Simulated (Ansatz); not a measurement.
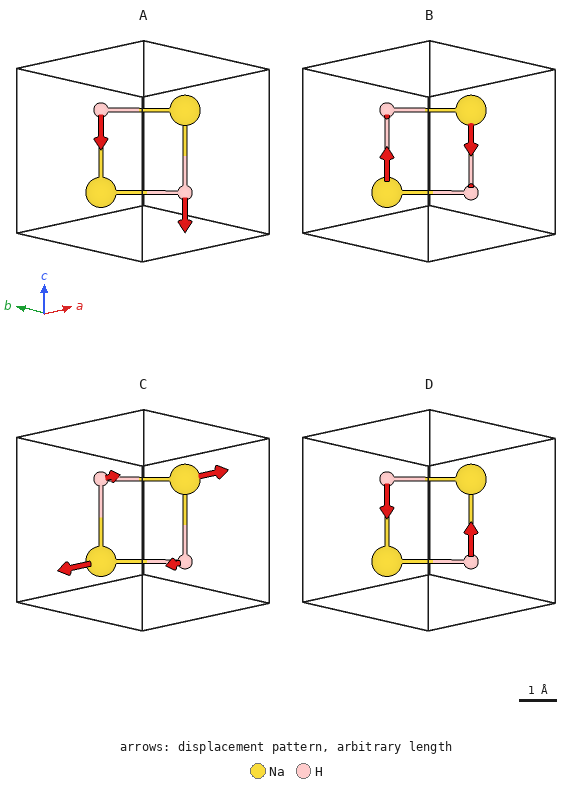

Four optical modes of crystalline NaH (a generated structure) at the zone centre, in no order (one member of each degenerate set). The red arrows give the relative displacements of the atoms. The picture is a ball-and-stick view of the cell of the calculation, seen from a free direction.

These are results of DFT PBE, scalar-relativistic, plane waves, PAW (Ansatz 0.2.0), not measurements. (plane-wave cutoff 420 eV; k-point mesh 6 × 6 × 6; occupations fixed; no spin polarisation)

Frequencies are those without the non-analytic (LO–TO) term.

Question: Rank the modes by frequency, softest first.

Answer: C (143 cm⁻¹), B (190 cm⁻¹), A (424 cm⁻¹), D (808 cm⁻¹). C, E₂g: All motion is along a; atoms of one kind move against one another, with no net shift of any sublattice; it mainly bends the H–Na bonds; the kinetic energy is shared as Na 99 %, H 1 %. B, B₁g: All motion is along c; atoms of one kind move against one another, with no net shift of any sublattice; it stretches the H–Na bonds (2.44 Å). A, A₂u: The Na atoms hardly move; the H sublattice moves as a whole against them, along c; it stretches the H–Na bonds (2.44 Å); the kinetic energy is shared as H 96 %, Na 4 %. D, B₁g: The Na atoms hardly move; all motion is along c; atoms of one kind move against one another, with no net shift of their sublattice; it stretches the H–Na bonds (2.44 Å).
